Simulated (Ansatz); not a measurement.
# Run report: W14Se27 (charge +1), geometry relaxation (part 3 of 4)

Continued. System: W14Se27 (defect cell, 41 atoms in the cell, total charge +1). Method: DFT PBE, scalar-relativistic, plane waves, PAW, spin-polarised (Ansatz 0.2.0); cutoff 420 eV, 2×2×2 k-mesh, Gaussian smearing of 0.01 eV, collinear spins. The structure derives from a Materials Project entry. It belongs to a series of runs on one base structure; here: Se vacancy (site f), charge +1, atoms relaxed at the host's cell.

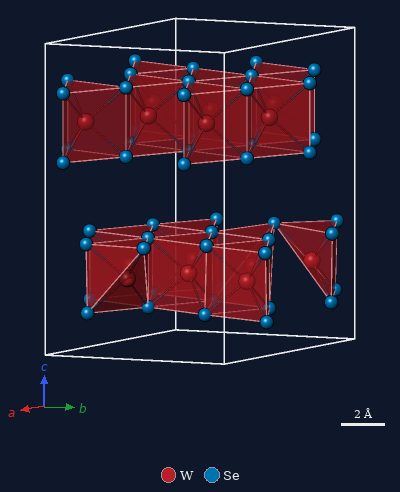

Figure 1. The geometry at step 3 of the log (polyhedral view of the cell of the calculation, seen at an oblique angle; polyhedra are completed across the faces of the cell).

**Output, continued**
```
  k-point 1 ↑: bands = ["-64.5125", "-64.5088", "-64.5088", "-64.4977", "-64.4904", "-64.4904", "-64.4625", "-64.4348", "-64.4288", "-64.4288", ... 167 levels left out ..., "-28.6609", "-28.6597", "-28.6596", "-28.6596", "-28.6464", "-28.6421", "-28.6421", "-28.6409", "-28.6409", "-28.6404", "-28.5897", "-28.5897", "-28.5822", "-28.5822", "-5.0720", "-5.0029", "-3.8324", "-3.7881", "-3.6015", "-3.6015", "-3.5421", "-3.5421", "-3.5030", "-3.4920", "-3.4907", "-3.4907", "-3.4906", "-3.4899", "-3.4899",
      "-3.2656", "-3.1434", "-3.1434", "-3.0590", "-3.0589", "-3.0589", "-3.0556", "-3.0556", "-3.0500", "-3.0454", "-3.0454", "-2.9850", "3.4960", "3.5518", "3.9656", "4.1619", "4.1764", "4.1764", "4.1830", "4.1839", "4.1839", "4.1866", "4.1866", "4.1884", "4.4077", "4.4077", "4.9591", "5.0950", "5.0979", "5.0979", "5.1037", "5.1037", "5.1084", "5.1102", "5.1102", "5.1325", "5.3154", "5.3154", "5.3511", "5.3511",
      "5.3775", "5.3908", "5.3908", "5.3982", "5.3982", "5.3982", "5.4006", "5.6598", "5.6598", "5.8719", "6.3786", "6.3786", "6.3835", "6.3835", "6.3836", "6.3923", "6.3935", "6.3935", "6.4173", "6.5738", "6.7348", "6.7348", "7.1301", "7.1716", "7.1716", "7.2585", "7.2585", "7.2991", "7.2991", "7.3010", "7.3020", "7.3073", "7.3073", "7.3668", "7.3668", "7.3912", "7.4742", "7.5450", "7.7358", "7.7358",
      "7.8514", "7.8514", "7.8829", "7.8851", "7.8851", "7.8899", "7.8899", "7.9014", "8.0402", "8.1376", "8.1376", "8.3617", "8.3617", "8.6502", "8.6584", "8.6584", "8.7469", "8.8997", "8.8997", "8.9070", "8.9217", "8.9227", "8.9227", "8.9821", "8.9821", "9.0460", "9.3732", "9.4762", "10.8339", "10.8339", "11.4121", "11.4889", "11.4889", "11.5295", "11.5295", "11.5386", "11.5401", "11.5401", "11.5903", "11.6594",
      "11.6594", "11.7924", "12.0000", "12.1073", "12.1073", "12.1373", "12.1373", "12.1415", "12.1415", "12.1437", "12.1487", "12.2328", "12.2621", "12.2621", "12.4974", "12.4974", "12.5106", "12.5106", "12.5334", "12.5944", "12.5944", "12.6559", "12.6606", "12.6606", "12.6720", "12.6720", "12.6749", "12.6847", "12.6847", "12.7782", "12.7782", "13.0774", "13.4582", "13.4582", "13.8566", "13.8566", "13.8820", "13.9038", "13.9090", "13.9090",
      "13.9224", "13.9224", "13.9522", "14.0626", "14.3108", "15.0049", "15.5776", "15.5776", "15.6123", "15.8631", "15.8633"]
  k-point 2 ↑: bands = ["-64.5119", "-64.5092", "-64.5089", "-64.4979", "-64.4904", "-64.4903", "-64.4624", "-64.4328", "-64.4314", "-64.4292", ... 167 levels left out ..., "-28.6662", "-28.6616", "-28.6555", "-28.6525", "-28.6514", "-28.6487", "-28.6455", "-28.6316", "-28.6230", "-28.6218", "-28.5999", "-28.5998", "-28.5983", "-28.5915", "-4.5997", "-4.5816", "-4.5700", "-4.4835", "-3.8669", "-3.7917", "-3.7877", "-3.7277", "-3.6086", "-3.5923", "-3.5640", "-3.5022", "-3.2620", "-3.2188", "-3.2030",
      "-3.1986", "-3.1652", "-3.1186", "-3.0791", "-3.0078", "-3.0069", "-2.9859", "-2.9198", "-2.8954", "-2.8235", "-2.8202", "-2.7975", "3.3581", "3.4427", "3.9776", "3.9807", "3.9990", "4.0196", "4.0536", "4.0572", "4.2064", "4.2610", "4.3356", "4.3503", "4.3785", "4.4493", "4.4746", "4.4766", "4.5077", "4.5981", "4.7371", "4.8878", "5.0729", "5.1430", "5.2530", "5.2822", "5.3930", "5.4214", "5.4276", "5.4672",
      "5.5296", "5.5689", "5.6216", "5.6444", "5.7244", "5.7750", "5.9486", "5.9920", "6.0013", "6.1629", "6.2409", "6.3147", "6.3396", "6.3443", "6.3884", "6.4098", "6.4172", "6.4972", "6.5664", "6.6366", "6.6688", "6.7325", "6.7633", "6.7821", "6.8295", "6.8925", "6.9865", "7.2073", "7.4006", "7.4158", "7.4399", "7.4468", "7.4658", "7.4752", "7.5049", "7.5556", "7.6207", "7.6447", "7.6768", "7.6807",
      "7.6834", "7.8016", "7.8895", "7.9147", "7.9206", "7.9500", "7.9890", "8.0505", "8.2269", "8.4094", "8.4185", "8.4818", "8.5591", "8.6182", "8.6364", "8.6683", "8.6814", "8.6899", "8.6963", "8.8773", "8.9480", "9.0087", "9.0440", "9.1219", "9.2055", "9.2972", "9.3068", "9.3357", "10.6200", "10.7915", "11.3774", "11.3947", "11.4157", "11.4683", "11.4960", "11.5440", "11.5571", "11.5928", "11.6769", "11.7337",
      "11.8115", "11.9107", "11.9347", "11.9391", "11.9406", "11.9823", "12.0051", "12.0472", "12.0590", "12.1286", "12.1302", "12.1437", "12.1850", "12.1896", "12.2608", "12.3166", "12.3834", "12.4534", "12.5069", "12.5513", "12.6343", "12.6403", "12.6986", "12.7404", "12.7868", "12.8393", "12.8907", "12.9078", "12.9956", "13.1048", "13.2090", "13.2557", "13.2636", "13.3275", "13.5625", "13.6596", "13.7751", "13.8200", "13.8616", "13.8930",
      "13.9045", "13.9719", "14.1322", "14.1518", "14.2605", "14.8510", "14.8966", "14.9638", "15.0520", "15.1116", "15.3926"]
  k-point 3 ↓: bands = ["-64.5146", "-64.5119", "-64.5116", "-64.4999", "-64.4924", "-64.4923", "-64.4705", "-64.4400", "-64.4380", "-64.4365", ... 167 levels left out ..., "-28.6702", "-28.6692", "-28.6603", "-28.6602", "-28.6572", "-28.6551", "-28.6549", "-28.6425", "-28.6335", "-28.6315", "-28.6102", "-28.6084", "-28.6037", "-28.5957", "-4.5919", "-4.5824", "-4.5815", "-4.4866", "-3.8662", "-3.7922", "-3.7918", "-3.7303", "-3.5909", "-3.5895", "-3.5834", "-3.5074", "-3.2586", "-3.2181", "-3.2049",
      "-3.2023", "-3.1678", "-3.1213", "-3.0795", "-3.0097", "-3.0089", "-2.9868", "-2.9210", "-2.8966", "-2.8255", "-2.8209", "-2.7992", "3.3581", "3.4352", "3.9782", "3.9811", "4.0101", "4.0471", "4.1058", "4.1101", "4.1410", "4.1551", "4.3309", "4.3451", "4.3473", "4.4393", "4.4731", "4.4735", "4.5036", "4.5936", "4.7350", "4.8847", "5.1035", "5.1652", "5.1834", "5.2290", "5.4248", "5.4452", "5.4624", "5.4688",
      "5.4819", "5.5940", "5.6077", "5.6100", "5.7206", "5.7733", "5.9499", "5.9839", "5.9921", "6.1621", "6.2520", "6.3158", "6.3268", "6.3688", "6.3934", "6.4093", "6.4233", "6.6016", "6.6097", "6.6327", "6.6408", "6.6932", "6.7629", "6.7638", "6.7844", "6.8834", "6.9828", "7.2019", "7.4024", "7.4195", "7.4305", "7.4351", "7.4619", "7.4710", "7.5030", "7.5482", "7.6147", "7.6382", "7.6715", "7.6742",
      "7.6786", "7.8402", "7.8863", "7.8900", "7.9073", "7.9200", "7.9716", "8.0460", "8.2604", "8.3958", "8.4143", "8.4230", "8.5326", "8.5769", "8.6232", "8.6639", "8.6666", "8.6782", "8.6831", "8.9297", "8.9568", "9.0198", "9.0364", "9.1083", "9.2022", "9.2925", "9.2995", "9.3043", "10.6201", "10.7957", "11.3884", "11.4590", "11.4816", "11.5113", "11.5350", "11.5421", "11.5444", "11.5902", "11.5998", "11.6296",
      "11.6990", "11.8383", "11.9236", "11.9261", "11.9593", "11.9669", "12.0030", "12.0466", "12.0744", "12.0766", "12.1175", "12.1440", "12.1739", "12.1858", "12.2599", "12.2992", "12.4832", "12.5201", "12.5814", "12.6301", "12.6512", "12.6590", "12.6668", "12.6834", "12.7057", "12.7460", "12.8723", "12.8812", "12.9983", "13.1082", "13.2467", "13.2550", "13.2696", "13.3056", "13.4138", "13.6921", "13.7812", "13.7825", "13.8422", "13.9540",
      "13.9872", "13.9925", "14.0844", "14.0912", "14.1063", "14.8543", "14.9833", "15.0465", "15.0565", "15.1315", "15.5010"]
--- Relaxed structure (3 steps of the walk, 2 accepted, 0 SCFs on fresh bases) ---
  F+E_penalty+E_count = -293082.91685532 eV   max|allowed force component| = 1.937e-2 eV/Å
  atoms:
    - { symbol: W, position: [0.3182234687786347, 0.662876640152875, 0.25069685374221096] }
    - { symbol: W, position: [0.6219891785614132, 0.5248095605372786, 0.2475849024359907] }
    - { symbol: W, position: [0.18947615374808727, 0.24003676087779305, 0.2475849024359907] }
    - { symbol: W, position: [0.9160817428059477, 0.39606224550673097, 0.25069685374221096] }
    - { symbol: W, position: [0.4742489534075728, 0.09229653572395272, 0.2475849024359907] }
    - { symbol: W, position: [0.05140907413249085, 0.798203971479418, 0.25069685374221096] }
    - { symbol: W, position: [0.7619047619056911, 0.9523809523796747, 0.2454723501898877] }
    - { symbol: W, position: [0.09523809523902449, 0.6190476190463414, 0.7513034286175542] }
    - { symbol: W, position: [0.3808011285702635, 0.47614465625050423, 0.751371369470764] }
    - { symbol: W, position: [0.9526947055621813, 0.19118569885732223, 0.7513566400812101] }
    - { symbol: W, position: [0.666772099111948, 0.3334845857151023, 0.751371369470764] }
    - { symbol: W, position: [0.23814105803486163, 0.04751361517341775, 0.751371369470764] }
    - { symbol: W, position: [0.8099195647268483, 0.7615910087231845, 0.7513566400812101] }
    - { symbol: W, position: [0.5231000154280436, 0.9043661495585177, 0.7513566400812101] }
    - { symbol: Se, position: [0.3761534155691239, 0.47990090257794316, 0.13776844738583363] }
    - { symbol: Se, position: [0.9551394000591533, 0.20274350125778223, 0.1369978071946572] }
    - { symbol: Se, position: [0.6751760584405266, 0.33813229871624195, 0.13776844738583363] }
    - { symbol: Se, position: [0.2343848117074227, 0.03910965584483925, 0.13776844738583363] }
    - { symbol: Se, position: [0.8190326726303364, 0.7591463142262126, 0.1369978071946572] }
    - { symbol: Se, position: [0.5115422130275837, 0.8952530416550296, 0.1369978071946572] }
    - { symbol: Se, position: [0.3332157851105534, 0.666495511669307, 0.6398708244307263] }
    - { symbol: Se, position: [0.6189391011873838, 0.5238182709024539, 0.6399744450841599] }
    - { symbol: Se, position: [0.1904674433829119, 0.23797797313858826, 0.6399744450841599] }
    - { symbol: Se, position: [0.9047082979904612, 0.38106992917481247, 0.6398708244307263] }
    - { symbol: Se, position: [0.47630774114677765, 0.09534661309798215, 0.6399744450841599] }
    - { symbol: Se, position: [0.04779020261605893, 0.8095774162949048, 0.6398708244307263] }
    - { symbol: Se, position: [0.7619047619056911, 0.9523809523796747, 0.6402473575773573] }
    - { symbol: Se, position: [0.09523809523902449, 0.6190476190463414, 0.3683374649272653] }
    - { symbol: Se, position: [0.38144502663661917, 0.4789811116040845, 0.3587510173958071] }
    - { symbol: Se, position: [0.9494385068816091, 0.191439304622181, 0.3579144773308785] }
    - { symbol: Se, position: [0.6689646563991728, 0.33284068764874664, 0.3587510173958071] }
    - { symbol: Se, position: [0.23530460268128134, 0.045321057886193186, 0.3587510173958071] }
    - { symbol: Se, position: [0.813429369172279, 0.7648472074037567, 0.3579144773308785] }
    - { symbol: Se, position: [0.5228464096631849, 0.9008563451130868, 0.3579144773308785] }
    - { symbol: Se, position: [0.3331654424674483, 0.666512201546449, 0.862830316245025] }
    - { symbol: Se, position: [0.6189720888851488, 0.523857028311281, 0.8627835132165262] }
    - { symbol: Se, position: [0.19042868597408494, 0.2379722034275263, 0.8627835132165262] }
    - { symbol: Se, position: [0.904775330510708, 0.38112027181791763, 0.862830316245025] }
    - { symbol: Se, position: [0.4763135108578395, 0.09531362540021712, 0.8627835132165262] }
    - { symbol: Se, position: [0.04777351273891711, 0.8095103837746579, 0.862830316245025] }
    - { symbol: Se, position: [0.7619047619056911, 0.9523809523796747, 0.8624806064465687] }
--- Löwdin populations: 41 sites ---
  site symbol       q [e]    m [muB]
     0      W     13.5824    -0.0061
     1      W     13.5738    -0.0080
     2      W     13.5738    -0.0080
     3      W     13.5824    -0.0061
     4      W     13.5738    -0.0080
     5      W     13.5824    -0.0061
     6      W     13.5785    -0.0233
     7      W     13.5699    -0.0153
     8      W     13.5702    -0.0166
     9      W     13.5684    -0.0223
    10      W     13.5702    -0.0166
    11      W     13.5702    -0.0166
    12      W     13.5684    -0.0223
    13      W     13.5684    -0.0223
    14     Se     16.0919    -0.0018
    15     Se     16.0905    -0.0005
    16     Se     16.0919    -0.0018
    17     Se     16.0919    -0.0018
    18     Se     16.0905    -0.0005
    19     Se     16.0905    -0.0005
    20     Se     16.0766    -0.0019
    21     Se     16.0774    -0.0013
    22     Se     16.0774    -0.0013
    23     Se     16.0766    -0.0019
    24     Se     16.0774    -0.0013
    25     Se     16.0766    -0.0019
    26     Se     16.0795    -0.0004
    27     Se     16.0627    -0.0021
    28     Se     16.0701     0.0001
    29     Se     16.0582     0.0002
    30     Se     16.0701     0.0001
    31     Se     16.0701     0.0001
    32     Se     16.0582     0.0002
    33     Se     16.0582     0.0002
    34     Se     16.0744    -0.0020
    35     Se     16.0764    -0.0013
    36     Se     16.0764    -0.0013
    37     Se     16.0744    -0.0020
    38     Se     16.0764    -0.0013
    39     Se     16.0744    -0.0020
    40     Se     16.0789    -0.0004
  spilling = 0.004625 (of n_electrons = 627.000000)
```

**File populations.tsv**
```
# site	symbol	l	j	q_up	q_dn
# orbitals = lowdin
# n_electrons = 627.000000
# spilling = 0.004625
0	W	0_5S	-	0.990813	0.990816
0	W	0_6S	-	0.334887	0.334970
0	W	1_5P	-	2.997692	2.997703
0	W	2_5D	-	2.464776	2.470788
1	W	0_5S	-	0.990368	0.990370
1	W	0_6S	-	0.304765	0.305040
1	W	1_5P	-	2.998125	2.998129
1	W	2_5D	-	2.489660	2.497365
2	W	0_5S	-	0.990368	0.990370
2	W	0_6S	-	0.304765	0.305040
2	W	1_5P	-	2.998125	2.998129
2	W	2_5D	-	2.489660	2.497365
3	W	0_5S	-	0.990813	0.990816
3	W	0_6S	-	0.334887	0.334970
3	W	1_5P	-	2.997692	2.997703
3	W	2_5D	-	2.464776	2.470788
4	W	0_5S	-	0.990368	0.990370
4	W	0_6S	-	0.304765	0.305040
4	W	1_5P	-	2.998125	2.998129
4	W	2_5D	-	2.489660	2.497365
5	W	0_5S	-	0.990813	0.990816
5	W	0_6S	-	0.334887	0.334970
5	W	1_5P	-	2.997692	2.997703
5	W	2_5D	-	2.464776	2.470788
6	W	0_5S	-	0.990846	0.990847
6	W	0_6S	-	0.303697	0.304258
6	W	1_5P	-	2.998134	2.998148
6	W	2_5D	-	2.484939	2.507645
7	W	0_5S	-	0.990121	0.990126
7	W	0_6S	-	0.302762	0.303266
7	W	1_5P	-	2.998248	2.998253
7	W	2_5D	-	2.486168	2.500911
8	W	0_5S	-	0.990132	0.990134
8	W	0_6S	-	0.302997	0.303455
8	W	1_5P	-	2.998234	2.998242
8	W	2_5D	-	2.485433	2.501549
9	W	0_5S	-	0.990128	0.990129
9	W	0_6S	-	0.302700	0.303610
9	W	1_5P	-	2.998219	2.998233
9	W	2_5D	-	2.482018	2.503410
10	W	0_5S	-	0.990132	0.990134
10	W	0_6S	-	0.302997	0.303455
10	W	1_5P	-	2.998234	2.998242
10	W	2_5D	-	2.485433	2.501549
11	W	0_5S	-	0.990132	0.990134
11	W	0_6S	-	0.302997	0.303455
11	W	1_5P	-	2.998234	2.998242
11	W	2_5D	-	2.485433	2.501549
12	W	0_5S	-	0.990128	0.990129
12	W	0_6S	-	0.302700	0.303610
12	W	1_5P	-	2.998219	2.998233
12	W	2_5D	-	2.482018	2.503410
13	W	0_5S	-	0.990128	0.990129
13	W	0_6S	-	0.302700	0.303610
13	W	1_5P	-	2.998219	2.998233
13	W	2_5D	-	2.482018	2.503410
14	Se	0_4S	-	0.918926	0.918954
14	Se	1_4P	-	2.126182	2.127979
14	Se	2_3D	-	4.999908	4.999908
15	Se	0_4S	-	0.918368	0.918415
15	Se	1_4P	-	2.126696	2.127193
15	Se	2_3D	-	4.999907	4.999907
16	Se	0_4S	-	0.918926	0.918954
16	Se	1_4P	-	2.126182	2.127979
16	Se	2_3D	-	4.999908	4.999908
17	Se	0_4S	-	0.918926	0.918954
17	Se	1_4P	-	2.126182	2.127979
17	Se	2_3D	-	4.999908	4.999908
18	Se	0_4S	-	0.918368	0.918415
18	Se	1_4P	-	2.126696	2.127193
18	Se	2_3D	-	4.999907	4.999907
19	Se	0_4S	-	0.918368	0.918415
19	Se	1_4P	-	2.126696	2.127193
19	Se	2_3D	-	4.999907	4.999907
20	Se	0_4S	-	0.917036	0.917062
20	Se	1_4P	-	2.120410	2.122284
20	Se	2_3D	-	4.999909	4.999909
21	Se	0_4S	-	0.917072	0.917089
21	Se	1_4P	-	2.121066	2.122386
21	Se	2_3D	-	4.999908	4.999909
22	Se	0_4S	-	0.917072	0.917089
22	Se	1_4P	-	2.121066	2.122386
22	Se	2_3D	-	4.999908	4.999909
23	Se	0_4S	-	0.917036	0.917062
23	Se	1_4P	-	2.120410	2.122284
23	Se	2_3D	-	4.999909	4.999909
24	Se	0_4S	-	0.917072	0.917089
24	Se	1_4P	-	2.121066	2.122386
24	Se	2_3D	-	4.999908	4.999909
25	Se	0_4S	-	0.917036	0.917062
25	Se	1_4P	-	2.120410	2.122284
25	Se	2_3D	-	4.999909	4.999909
26	Se	0_4S	-	0.917065	0.917088
26	Se	1_4P	-	2.122539	2.122954
26	Se	2_3D	-	4.999909	4.999909
27	Se	0_4S	-	0.915992	0.916001
27	Se	1_4P	-	2.114433	2.116485
```
